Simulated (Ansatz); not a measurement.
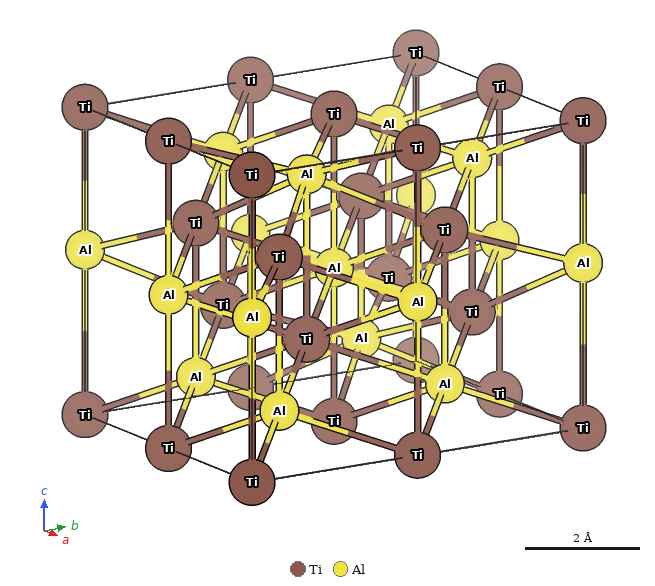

Crystal structure, ball-and-stick style, seen from a general direction. The conventional unit cell is outlined; an atom on or near a face, edge or corner is repeated at each equivalent position. Cell: a = 8.928 Å, b = 8.928 Å, c = 5.467 Å, α = 90.00°, β = 90.00°, γ = 120.00°.

Describe the arrangement of the atoms.

- The formula is TiAl.
- Space group R3m (No. 160), lattice rhombohedral (trigonal R).
- It has 24 atoms to the cell (12 Ti, 12 Al).
- Each Ti atom is coordinated by eight Al in a distorted cubic arrangement at about 2.5 to 2.9 Å. Each Al is bonded to eight Ti in a distorted cubic arrangement at about 2.5 to 2.9 Å. Not all metal-metal contacts are counted.
- The bonds build a three-dimensional framework.

The structure comes from a structure listed in the Materials Project. The cell was then strained or its atoms displaced on purpose. A calculation with Ansatz used it as input.

At this level of theory the cell isn't at rest (forces up to 0.9 eV/Å), so its distances can differ from those at equilibrium, the more so the softer the solid.
